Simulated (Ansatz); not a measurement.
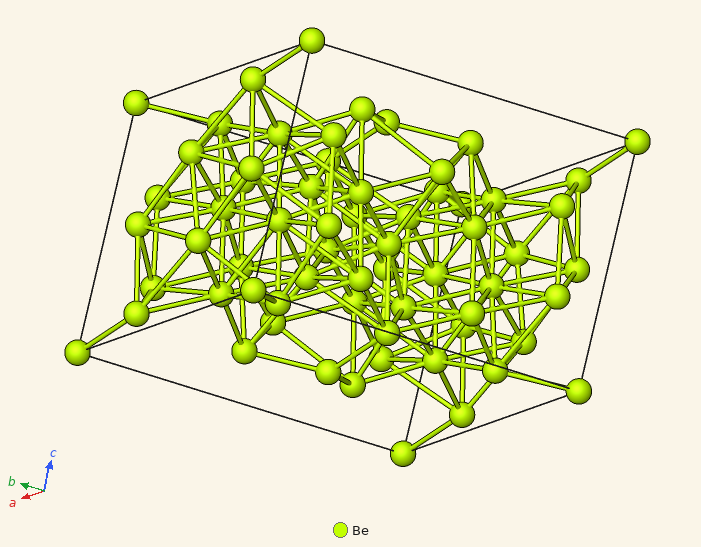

Crystal structure, ball-and-stick style, seen from a general direction. The parallelepiped is the conventional unit cell. Cell: a = 6.106 Å, b = 10.576 Å, c = 6.106 Å, α = 90.00°, β = 109.47°, γ = 90.00°.

- The element is beryllium.
- It takes space group C2/m (No. 12) on a base-centred monoclinic lattice.
- The cell holds 46 atoms.
- Taking every contact within bonding distance, one finds Be 6 to 11 (mean 10.3).

Provenance: a structure listed in the Materials Project. The cell was then strained or its atoms displaced on purpose. The atoms were relaxed in a fixed cell with DFT PBEsol, scalar-relativistic, plane waves, PAW in Ansatz.
